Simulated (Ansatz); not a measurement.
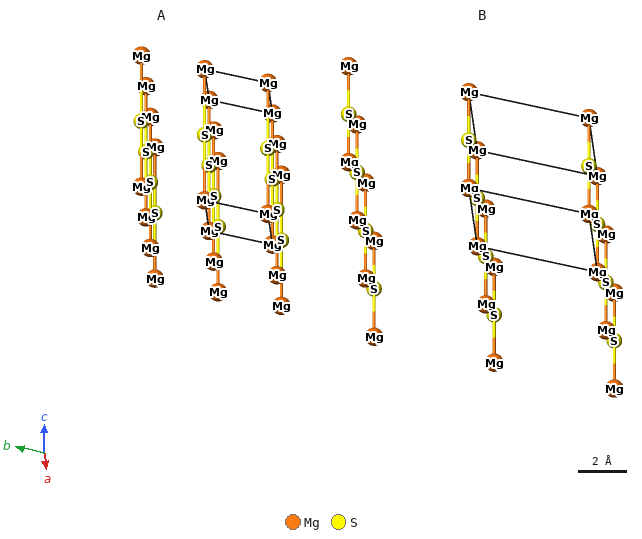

Two geometries of a crystal of MgS (a generated structure, set up in P6/mmm) (coarse preliminary run), drawn at one scale. One is the start of a relaxation, the other its converged end. The picture is a ball-and-stick view of the cell of the calculation, repeated 3 × 2 × 1 with one cell outlined, seen from a free direction.

All numbers below come from DFT PBE, scalar-relativistic, plane waves, PAW in Ansatz 0.2.0. Settings: plane-wave cutoff 420 eV; k-point mesh 6 × 6 × 4; occupations gaussian; smearing width 0.1 eV; no spin polarisation; cell and atoms relaxed; force threshold 0.04 eV/Å; at most 70 steps.

Question: Which geometry has the lower energy?

Answer: Structure B is the relaxed one. Over 23 accepted moves (27 points after the start) the energy falls by 807 meV per atom. All forces vanish by symmetry, so only the cell relaxes. The pressure goes from −3.38 to 0.11 GPa. The line search rejected the trial step at point 11 of the run. At 3 points the geometry stayed and the basis and grid were re-selected for the new cell (energy shift of 73.8 meV per atom at most each time). The atoms keep their places relative to the cell (all moves are under 0.005 Å). Cell: a = b 2.953 → 5.609 Å (+89.9 %), c 6.085 → 4.450 Å (−26.9 %). Volume +163.7 %. Some distances before and after: Mg–S 3.043 → 2.225 Å. The space group stays P6/mmm (No. 191). Cost: 21 s on 1 thread of Intel(R) Xeon(R) 6975P-C (Granite Rapids) (shared host), peak memory 0.4 GiB.
